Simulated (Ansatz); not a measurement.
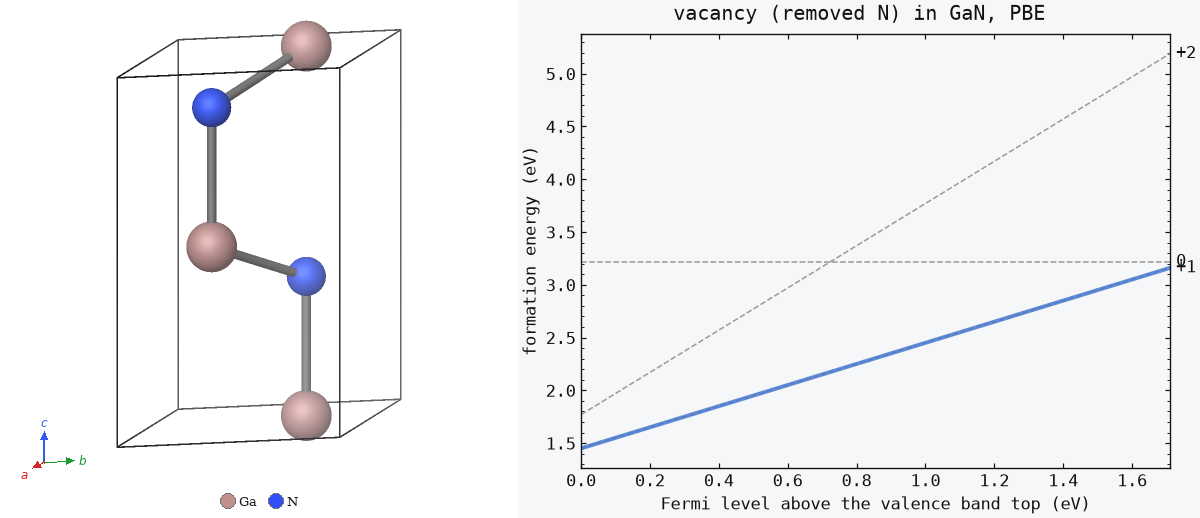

The plot gives the computed formation energy of each charge state against the Fermi level for vacancy (removed N) in GaN. The thick line follows the lowest charge state; the axis spans the host's computed gap. The cell is drawn beside the plot.

Cell as given: a = 3.218 Å, b = 3.218 Å, c = 5.243 Å, α = 90.00°, β = 90.00°, γ = 120.00°; 4 atoms.

How it was computed, with Ansatz 0.2.0: charge states of a point defect in a periodic supercell, each relaxed, energies over the elements' standard states with the Fermi level at the host's valence band top, point-charge and potential alignment terms added, no band filling term, levels over that top; plane waves with PAW datasets; energies extrapolated to zero smearing. Level: PBE, allowed.

- host atoms in supercell: 16
- wave cutoff: 420 eV
- k mesh: 4×4×4
- occupations: Gaussian
- smearing width: 0.01 eV
- k shift: (0, 0, 0) (mesh steps)
- start displacement: 0 Å
- defect kind: vacancy
- removed element: N
- added element: none
- defect place: (0.6667, 0.3333, 0.8759) (fraction of the host cell vector)
- host gap: 1.71 eV
- static dielectric xx yy zz: (10.49, 10.49, 11.69)

At which Fermi levels does the stable charge change?

Answer. Charge +1 is the lowest at every Fermi level in the gap, so no transition level lies inside it.

Which charge is stable in p-type, intrinsic and n-type conditions?

Answer. The lowest state is +1 at the valence band top, +1 at mid-gap and +1 at the conduction band bottom, 1.71 eV higher.

What is the formation energy at mid-gap?

Answer. With the Fermi level at mid-gap the formation energy is 2.3 eV against the elements' standard states.

Caveats: a crossing between the sampled k points may be missed; bands overlap; charged cell in a neutralising background; coarse k mesh; fractional moment from partly filled bands; narrow smearing for a metal; potential alignment in doubt; small supercell; starting moments lost; symmetry that the supercell leaves at the site kept.
